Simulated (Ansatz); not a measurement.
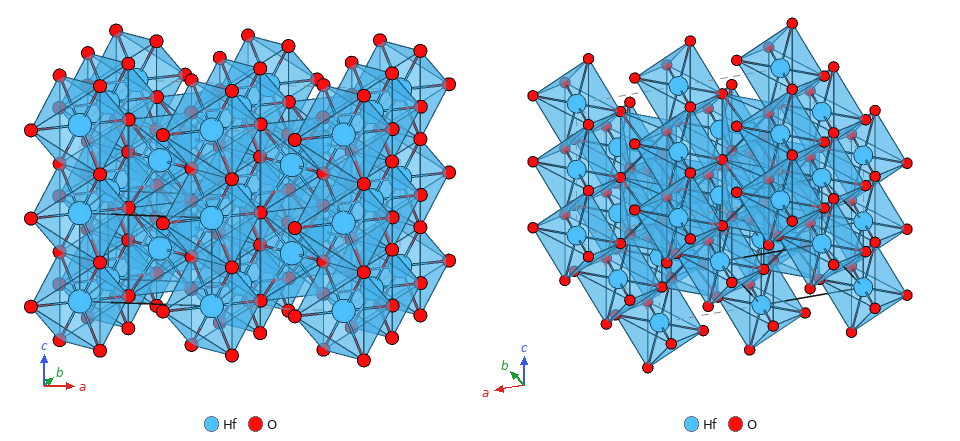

Polyhedra are drawn about Hf (bonds: Hf–O below 2.4 Å); other atoms are plain spheres. Two views of the same piece.

HfO₂ (space group P4_2/mnm, No. 136). Coordinates: coordinates from a relaxation with DFT PBE, scalar-relativistic, plane waves, PAW (Ansatz 0.2.0).

Sharing among the drawn polyhedra:

| site | polyhedron | corner-sharing neighbours | edge-sharing | face-sharing | bond (Å) |
| --- | --- | --- | --- | --- | --- |
| Hf | HfO6 octahedron | 8 | 2 | 0 | 2.10 |

They form a three-dimensional framework of corner- and edge-sharing octahedra.
